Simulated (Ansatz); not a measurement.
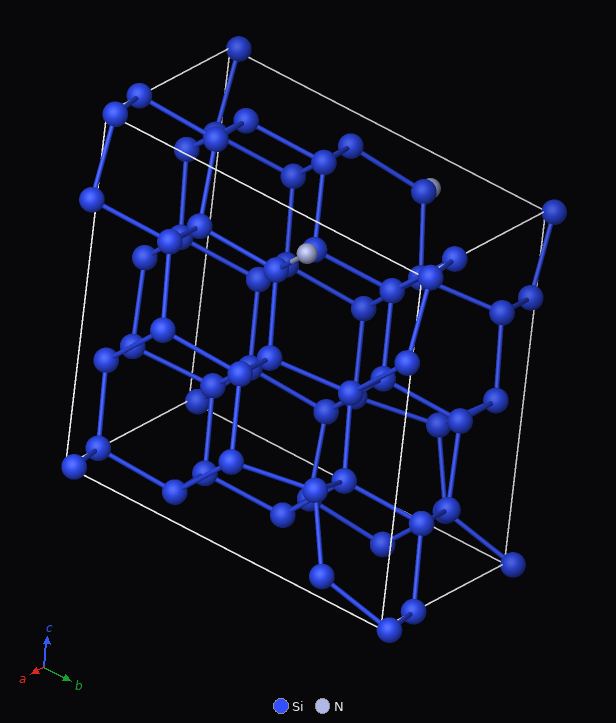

Drawn in the ball-and-stick manner and seen slightly off an axis. Thin lines show the simulation cell, with boundary atoms drawn in all their periodic places. Cell: a = 9.412 Å, b = 9.412 Å, c = 9.412 Å, α = 109.47°, β = 109.47°, γ = 109.47°.

Composition: Si₃₂N. Space group: Fmm2 (No. 42). Lattice: face-centred orthorhombic. With Z = 1, the cell contains 32 Si, 1 N. N bonds to three Si at about 1.7 to 1.8 Å. With all contacts inside bonding distance counted, the coordination numbers are Si 3 to 4 (mean 4.0). The bonds build a three-dimensional framework.

Its origin is a structure listed in the Materials Project, repeated into a supercell with a point defect put in. The atoms were relaxed in a fixed cell with DFT PBEsol, scalar-relativistic, plane waves, PAW in Ansatz.
